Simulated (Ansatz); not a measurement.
## Nudged elastic band of Pd₁₆H (part 1 of 3)

- system: Pd₁₆H (defect cell, 17 atoms in the cell)
- method: DFT PBE, scalar-relativistic, plane waves, PAW, no spin polarisation (Ansatz 0.2.0)

The structure derives from a Materials Project entry. It belongs to a series of runs on one base structure; here: climbing-image band for the jump of H by 2.79 A.

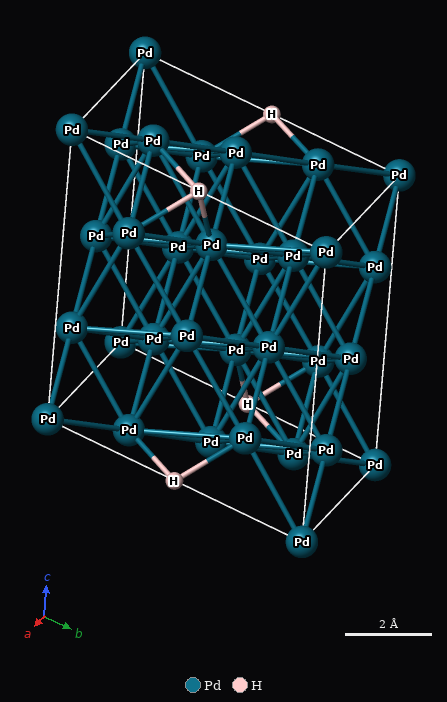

**Figure 1.** The input geometry (ball-and-stick view of the cell of the calculation, seen slightly off an axis). Near neighbours in the crystal (not all of them lie inside the picture): Pd has 1 H at 1.98 to 2.00 Å and 12 Pd at 2.77 to 2.82 Å; Pd has 12 Pd at 2.77 to 2.79 Å; H has 6 Pd at 1.98 to 2.00 Å.

## Input
```yaml
crystal:
  lattice:
    - [3.942249722, 3.942249722, -3.942249722]
    - [-3.942249722, -3.942249722, -3.942249722]
    - [-3.942249722, 3.942249722, 3.942249722]
  atoms:
    - { symbol: Pd, position: [0.2527836146, 0.752802825, 7.97915e-05] }
    - { symbol: Pd, position: [0.5000061137, 0.5000111777, 2.64986e-05] }
    - { symbol: Pd, position: [0.7472607203, 0.2472794307, 7.91413e-05] }
    - { symbol: Pd, position: [0.7499993209, 0.7500047943, 0.499996366] }
    - { symbol: Pd, position: [2.40626e-05, 0.7527180258, 0.2527533976] }
    - { symbol: Pd, position: [0.2527535532, 0.5000467614, 0.2528114853] }
    - { symbol: Pd, position: [0.4999860916, 0.2499959434, 0.2499986338] }
    - { symbol: Pd, position: [0.7500008556, -6.8517e-06, 0.2500106522] }
    - { symbol: Pd, position: [6.791e-07, 4.0566e-06, 2.66245e-05] }
    - { symbol: Pd, position: [0.4999872568, 0.7499956657, 0.7499997144] }
    - { symbol: Pd, position: [0.7472321309, 0.5000384283, 0.7472818628] }
    - { symbol: Pd, position: [1.4169e-06, 0.5000131774, 0.5000002856] }
    - { symbol: Pd, position: [0.2499752062, 0.2499805539, 0.4999962759] }
    - { symbol: Pd, position: [0.4999707436, -1.73714e-05, 0.4999986875] }
    - { symbol: Pd, position: [1.84125e-05, 0.2472873991, 0.7473177968] }
    - { symbol: Pd, position: [0.2499765301, -8.1609e-06, 0.7499849934] }
    - { symbol: H, position: [-0.000573894, 0.4986330568, -0.0018445748] }
basis:
  ecutwfc: 420
  xc_grid: 2
kpoints:
  mp_grid: { grid: [4, 4, 4], shift: [0.5, 0.5, 0.5] }
hamiltonian:
  xc: pbe
scf:
  occupations: { method: gaussian, width: 0.1 }
output:
  forces: true
neb:
  images: 3
  f_tol: 0.05
  max_iterations: 70
  order_check: false
  final_atoms:
    - { symbol: Pd, position: [0.2499765301, 0.7499918391, -1.50066e-05] }
    - { symbol: Pd, position: [0.4999872568, 0.4999956657, -2.856e-07] }
    - { symbol: Pd, position: [0.7472321309, 0.2500384283, -0.0027181372] }
    - { symbol: Pd, position: [0.7500008556, 0.7499931483, 0.5000106522] }
    - { symbol: Pd, position: [6.791e-07, 0.7500040566, 0.2500266245] }
    - { symbol: Pd, position: [0.2527836146, 0.502802825, 0.2500797915] }
    - { symbol: Pd, position: [0.5000061137, 0.2500111777, 0.2500264986] }
    - { symbol: Pd, position: [0.7472607203, -0.0027205693, 0.2500791413] }
    - { symbol: Pd, position: [1.84125e-05, -0.0027126009, -0.0026822032] }
    - { symbol: Pd, position: [0.4999707436, 0.7499826286, 0.7499986875] }
    - { symbol: Pd, position: [0.7499993209, 0.5000047943, 0.749996366] }
    - { symbol: Pd, position: [2.40626e-05, 0.5027180258, 0.5027533976] }
    - { symbol: Pd, position: [0.2527535532, 0.2500467614, 0.5028114853] }
    - { symbol: Pd, position: [0.4999860916, -4.0566e-06, 0.4999986338] }
    - { symbol: Pd, position: [1.4169e-06, 0.2500131774, 0.7500002856] }
    - { symbol: Pd, position: [0.2499752062, -1.94461e-05, 0.7499962759] }
    - { symbol: H, position: [-0.000573894, 0.2486330568, 0.2481554252] }
```

Run on 8 threads of Intel Xeon @ 2.70GHz, 189 GiB of memory available, shared host.

Run as:
```bash
ansatz run input.yaml --threads 8 --pin off --max-ram 20480MiB --backend cpu --events-out ev --progress --plain --runs-dir out
```

## The program's output
```
Warning: neb: disabling space-group detection — the band's intermediate images generally break the endpoint symmetry, so no spatial operation reduces the k-mesh or symmetrises the density, except that a semilocal band can use its path's symmetry ahead of convergence; time reversal is kept, so that k and −k are solved as one point where they differ and the mesh holds both, and exact exchange and, on two spinor components, a DFT+U term hold to it where the run has them: on two components no moment then forms, and a state that bears one, which a typed moment (crystal.atoms[].spin; refused beside efield: under a hybrid functional) reaches, can lie lower, under hf by electronvolts; crystal.symmetry.detect: false (a key that needs symmetry detection or time reversal refuses this as the deck is read) with time_reversal: false beside it drops time reversal too
Engine: ansatz 0.2.0, x86_64-unknown-linux-gnu
Pseudopotentials: kind: paw
Pseudopotential: Pd, paw, valence charge 18, recommended cutoff 420 eV (normal), Pd.paw.azcp
Pseudopotential: H, paw, valence charge 1, recommended cutoff 420 eV (normal), H.paw.azcp
Functional definition: PBE
  parameter kappa = 0.804
  parameter beta = 0.06672455060314922
  exchange = pbe_x(kappa = kappa, mu = beta*pi^2/3)
  correlation = pbe_c(beta = beta)
parallel-image band execution: 3 concurrent image workers
NEB image 0
Crystal: 17 atoms, lattice volume = 245.071 Å³
Basis set: ecut = 420 eV, 4753 PW (Γ), exchange–correlation on 96×96×96 points (8 copies of the dense FFT grid, shifted against one another)
Bands: 174, of which v1, the nominal top of the filled ones, is band 145 counted from 1 (144 counted from 0)
Symmetry: 1 space group operations
k-points: 32 of 64 (time reversal used)
Non-local potential: Pd, projectors of the file, l = 0: 2, l = 1: 2, l = 2: 2, l = 3: 1
Non-local potential: H, projectors of the file, l = 0: 2, l = 1: 1
PAW form: soft (Blöchl's): semilocal exchange-correlation on the pseudo side does not see the compensation charge
PAW one-centre angular grid: Pd, 590 points (default); XC on 64 Gauss nodes
PAW one-centre angular grid: H, 110 points (default); XC on 64 Gauss nodes
Initial density: superposition of atomic densities (neutral atoms: chi_scale 0, normalization atom), corrected by the library's trained network
Initial wavefunctions: pseudopotential atomic-orbital guess
Functional: x = pbe(κ = 0.804, μ = 0.2195149727645171), c = pbe(β = 0.06672455060314922)
SCF iter   1: F=—  HF=-111581.687479 eV  |F-HF|=—  |Δ(HF+E_count)|=         —  Δρ=5.23e-3  dr2=3.92e-2  ethr=1.77e-3  ⟨swp⟩=5.0  Hψ=19477  notcnv=0  defer=377
preconditioner: auto → Kerker (q_TF=auto, 2.804 Å⁻¹)  [metal: Δε(μ)=0.033 eV  Ē_g=8.481 eV  σ=0.100 eV  W_gap=0.18  n_scr=86 (ndim 8)  ℏωp=30.1 eV  f_vac=0.000  D(μ)=38.34/eV (n_scr^D=626)]
SCF iter   2: F=—  HF=-111581.685311 eV  |F-HF|=—  |Δ(HF+E_count)|=   2.17e-3  Δρ=2.51e-3  dr2=7.88e-3  ethr=1.36e-5  ⟨swp⟩=1.0  Hψ=6432  notcnv=0  defer=383
SCF iter   3: F=—  HF=-111581.685811 eV  |F-HF|=—  |Δ(HF+E_count)|=   5.00e-4  Δρ=4.59e-4  dr2=3.99e-4  ethr=2.73e-6  ⟨swp⟩=2.0  Hψ=6726  notcnv=0  defer=383
SCF iter   4: F=—  HF=-111581.685816 eV  |F-HF|=—  |Δ(HF+E_count)|=   4.94e-6  Δρ=9.78e-5  dr2=1.51e-5  ethr=1.38e-7  ⟨swp⟩=2.0  Hψ=6894  notcnv=0  defer=383
SCF iter   5: F=—  HF=-111581.685479 eV  |F-HF|=—  |Δ(HF+E_count)|=   3.36e-4  Δρ=2.16e-5  dr2=1.42e-6  ethr=5.22e-9  ⟨swp⟩=2.4  Hψ=6840  notcnv=0  defer=383
SCF iter   6: F=—  HF=-111581.685479 eV  |F-HF|=—  |Δ(HF+E_count)|=   2.34e-9  Δρ=6.86e-6  dr2=1.18e-7  ethr=4.90e-10  ⟨swp⟩=2.3  Hψ=6998  notcnv=0  defer=383
SCF iter   7: F=-111581.685479 eV  HF=-111581.685479 eV  |F-HF|=7.67e-9  |Δ(HF+E_count)|=   7.03e-9  Δρ=2.07e-6  dr2=1.31e-8  ethr=3.46e-11  ⟨swp⟩=3.0  Hψ=14824  notcnv=0
SCF 1 converged in 7 iterations: F = -111581.685479 eV  dr2 = 1.31e-8
  greatest PAW one-centre occupation: 0.999 electrons in one spin orbital (limit 2), on the Pd atom at site 14 (counted from 0), in its partial waves of l = 0
NSCF: frozen V_eff on 32 k-points
NEB image 4
SCF iter   1: F=—  HF=-111581.687482 eV  |F-HF|=—  |Δ(HF+E_count)|=         —  Δρ=5.23e-3  dr2=3.92e-2  ethr=1.77e-3  ⟨swp⟩=5.0  Hψ=19498  notcnv=0  defer=373
SCF iter   2: F=—  HF=-111581.685320 eV  |F-HF|=—  |Δ(HF+E_count)|=   2.16e-3  Δρ=2.51e-3  dr2=7.88e-3  ethr=1.36e-5  ⟨swp⟩=1.0  Hψ=6432  notcnv=0  defer=379
SCF iter   3: F=—  HF=-111581.685810 eV  |F-HF|=—  |Δ(HF+E_count)|=   4.90e-4  Δρ=4.59e-4  dr2=3.99e-4  ethr=2.73e-6  ⟨swp⟩=2.0  Hψ=6726  notcnv=0  defer=379
SCF iter   4: F=—  HF=-111581.685815 eV  |F-HF|=—  |Δ(HF+E_count)|=   5.43e-6  Δρ=9.79e-5  dr2=1.51e-5  ethr=1.38e-7  ⟨swp⟩=2.0  Hψ=6894  notcnv=0  defer=379
SCF iter   5: F=—  HF=-111581.685479 eV  |F-HF|=—  |Δ(HF+E_count)|=   3.36e-4  Δρ=2.18e-5  dr2=1.43e-6  ethr=5.23e-9  ⟨swp⟩=2.4  Hψ=6841  notcnv=0  defer=379
SCF iter   6: F=—  HF=-111581.685479 eV  |F-HF|=—  |Δ(HF+E_count)|=   2.04e-9  Δρ=6.92e-6  dr2=1.21e-7  ethr=4.95e-10  ⟨swp⟩=2.3  Hψ=7010  notcnv=0  defer=379
SCF iter   7: F=-111581.685479 eV  HF=-111581.685479 eV  |F-HF|=7.83e-9  |Δ(HF+E_count)|=   7.19e-9  Δρ=2.09e-6  dr2=1.34e-8  ethr=3.46e-11  ⟨swp⟩=3.0  Hψ=14824  notcnv=0
SCF 2 converged in 7 iterations: F = -111581.685479 eV  dr2 = 1.34e-8
[... from here on the iterations of each SCF are left out, up to the last one ...]
NSCF: frozen V_eff on 32 k-points
NEB end point (image 0): max|allowed force component| = 3.858e-3 eV/Å (the criterion of neb.relax_end_points is 1.000e-2)
NEB end point (image 4): max|allowed force component| = 3.858e-3 eV/Å (the criterion of neb.relax_end_points is 1.000e-2)
NEB image 1
preconditioner: auto → Kerker (q_TF=auto, 2.804 Å⁻¹)  [metal: Δε(μ)=0.005 eV  Ē_g=8.503 eV  σ=0.100 eV  W_gap=0.03  n_scr=86 (ndim 8)  ℏωp=30.1 eV  f_vac=0.000  D(μ)=37.71/eV (n_scr^D=602)]
SCF 3 converged in 7 iterations: F = -111581.370832 eV  dr2 = 2.25e-8
NEB image 2
preconditioner: auto → Kerker (q_TF=auto, 2.804 Å⁻¹)  [metal: Δε(μ)=0.011 eV  Ē_g=8.577 eV  σ=0.100 eV  W_gap=0.06  n_scr=86 (ndim 8)  ℏωp=30.1 eV  f_vac=0.000  D(μ)=37.69/eV (n_scr^D=602)]
SCF 4 converged in 7 iterations: F = -111580.436465 eV  dr2 = 2.73e-8
NEB image 3
preconditioner: auto → Kerker (q_TF=auto, 2.804 Å⁻¹)  [metal: Δε(μ)=0.004 eV  Ē_g=8.504 eV  σ=0.100 eV  W_gap=0.02  n_scr=86 (ndim 8)  ℏωp=30.1 eV  f_vac=0.000  D(μ)=37.71/eV (n_scr^D=602)]
SCF 5 converged in 7 iterations: F = -111581.363786 eV  dr2 = 2.24e-8
NEB iter   1: max|band force component| = 3.439e0 eV/Å  barrier→ = 1.2490 eV  barrier← = 1.2490 eV  Δτ_max = 0.1181 Å  (35 SCF iters)
NEB image 1
Initial density: handed on by an earlier stage of this run
Initial wavefunctions: those handed on with the density
preconditioner: auto → Kerker (q_TF=auto, 2.804 Å⁻¹)  [metal: Δε(μ)=0.004 eV  Ē_g=8.476 eV  σ=0.100 eV  W_gap=0.02  n_scr=86 (ndim 8)  ℏωp=30.1 eV  f_vac=0.000  D(μ)=38.47/eV (n_scr^D=626)]
SCF 6 converged in 7 iterations: F = -111581.502863 eV  dr2 = 1.78e-8
NEB image 2
preconditioner: auto → Kerker (q_TF=auto, 2.804 Å⁻¹)  [metal: Δε(μ)=0.013 eV  Ē_g=8.511 eV  σ=0.100 eV  W_gap=0.07  n_scr=86 (ndim 8)  ℏωp=30.1 eV  f_vac=0.000  D(μ)=38.49/eV (n_scr^D=626)]
SCF 7 converged in 7 iterations: F = -111581.107840 eV  dr2 = 2.57e-8
NEB image 3
SCF 8 converged in 7 iterations: F = -111581.499315 eV  dr2 = 1.77e-8
NEB iter   2: max|band force component| = 8.402e-1 eV/Å  barrier→ = 0.5776 eV  barrier← = 0.5776 eV  Δτ_max = 0.0433 Å  (21 SCF iters)
[... from here on the SCF iterations and repeated set-up lines of each step are left out, up to the last step ...]
NEB image 1
SCF 9 converged in 7 iterations: F = -111581.515418 eV  dr2 = 5.93e-9
NEB image 2
SCF 10 converged in 7 iterations: F = -111581.188727 eV  dr2 = 2.79e-8
NEB image 3
SCF 11 converged in 7 iterations: F = -111581.512314 eV  dr2 = 6.11e-9
NEB iter   3: max|band force component| = 2.619e-1 eV/Å  barrier→ = 0.4968 eV  barrier← = 0.4968 eV  CI = image 2  Δτ_max = 0.0216 Å  (21 SCF iters)
NEB image 1
SCF 12 converged in 6 iterations: F = -111581.515830 eV  dr2 = 2.38e-8
NEB image 2
SCF 13 converged in 7 iterations: F = -111581.201691 eV  dr2 = 8.91e-9
NEB image 3
SCF 14 converged in 6 iterations: F = -111581.514105 eV  dr2 = 2.52e-8
NEB iter   4: max|band force component| = 6.292e-2 eV/Å  barrier→ = 0.4838 eV  barrier← = 0.4838 eV  CI = image 2  Δτ_max = 0.0294 Å  (19 SCF iters)
NEB image 1
SCF 15 converged in 6 iterations: F = -111581.515594 eV  dr2 = 1.96e-9
NEB image 2
SCF 16 converged in 6 iterations: F = -111581.204747 eV  dr2 = 1.13e-8
NEB image 3
SCF 17 converged in 6 iterations: F = -111581.514109 eV  dr2 = 2.04e-9
NEB iter   5: max|band force component| = 1.206e-1 eV/Å  barrier→ = 0.4807 eV  barrier← = 0.4807 eV  CI = image 2  Δτ_max = 0.0147 Å  (18 SCF iters)
NEB image 1
SCF 18 converged in 6 iterations: F = -111581.516507 eV  dr2 = 2.40e-9
NEB image 2
SCF 19 converged in 6 iterations: F = -111581.206927 eV  dr2 = 1.48e-9
NEB image 3
SCF 20 converged in 6 iterations: F = -111581.515008 eV  dr2 = 2.33e-9
NEB iter   6: max|band force component| = 1.500e-1 eV/Å  barrier→ = 0.4786 eV  barrier← = 0.4786 eV  CI = image 2  Δτ_max = 0.0293 Å  (18 SCF iters)
NEB image 1
SCF 21 converged in 6 iterations: F = -111581.518966 eV  dr2 = 7.14e-9
NEB image 2
SCF 22 converged in 6 iterations: F = -111581.212692 eV  dr2 = 5.56e-9
NEB image 3
SCF 23 converged in 6 iterations: F = -111581.517481 eV  dr2 = 7.15e-9
NEB iter   7: max|band force component| = 2.086e-1 eV/Å  barrier→ = 0.4728 eV  barrier← = 0.4728 eV  CI = image 2  Δτ_max = 0.0586 Å  (18 SCF iters)
NEB image 1
SCF 24 converged in 6 iterations: F = -111581.526455 eV  dr2 = 3.32e-8
NEB image 2
SCF 25 converged in 6 iterations: F = -111581.229509 eV  dr2 = 2.58e-8
NEB image 3
SCF 26 converged in 6 iterations: F = -111581.525041 eV  dr2 = 3.38e-8
NEB iter   8: max|band force component| = 3.202e-1 eV/Å  barrier→ = 0.4560 eV  barrier← = 0.4560 eV  CI = image 2  Δτ_max = 0.1168 Å  (18 SCF iters)
NEB image 1
SCF 27 converged in 7 iterations: F = -111581.546931 eV  dr2 = 1.05e-8
NEB image 2
SCF 28 converged in 7 iterations: F = -111581.282024 eV  dr2 = 8.82e-9
NEB image 3
SCF 29 converged in 7 iterations: F = -111581.545786 eV  dr2 = 1.04e-8
NEB iter   9: max|band force component| = 5.090e-1 eV/Å  barrier→ = 0.4035 eV  barrier← = 0.4035 eV  CI = image 2  Δτ_max = 0.1975 Å  (21 SCF iters)
NEB image 1
SCF 30 converged in 7 iterations: F = -111581.547243 eV  dr2 = 4.24e-8
NEB image 2
SCF 31 converged in 7 iterations: F = -111581.405627 eV  dr2 = 4.66e-8
NEB image 3
SCF 32 converged in 7 iterations: F = -111581.546761 eV  dr2 = 4.25e-8
NEB iter  10: max|band force component| = 6.262e-1 eV/Å  barrier→ = 0.2799 eV  barrier← = 0.2799 eV  CI = image 2  Δτ_max = 0.1971 Å  (21 SCF iters)
NEB image 1
SCF 33 converged in 7 iterations: F = -111581.555910 eV  dr2 = 6.43e-9
NEB image 2
SCF 34 converged in 7 iterations: F = -111581.528139 eV  dr2 = 5.82e-8
NEB image 3
SCF 35 converged in 7 iterations: F = -111581.555318 eV  dr2 = 6.22e-9
NEB iter  11: max|band force component| = 4.652e-1 eV/Å  barrier→ = 0.1573 eV  barrier← = 0.1573 eV  CI = image 2  Δτ_max = 0.1942 Å  (21 SCF iters)
NEB image 1
SCF 36 converged in 6 iterations: F = -111581.538707 eV  dr2 = 8.19e-8
```
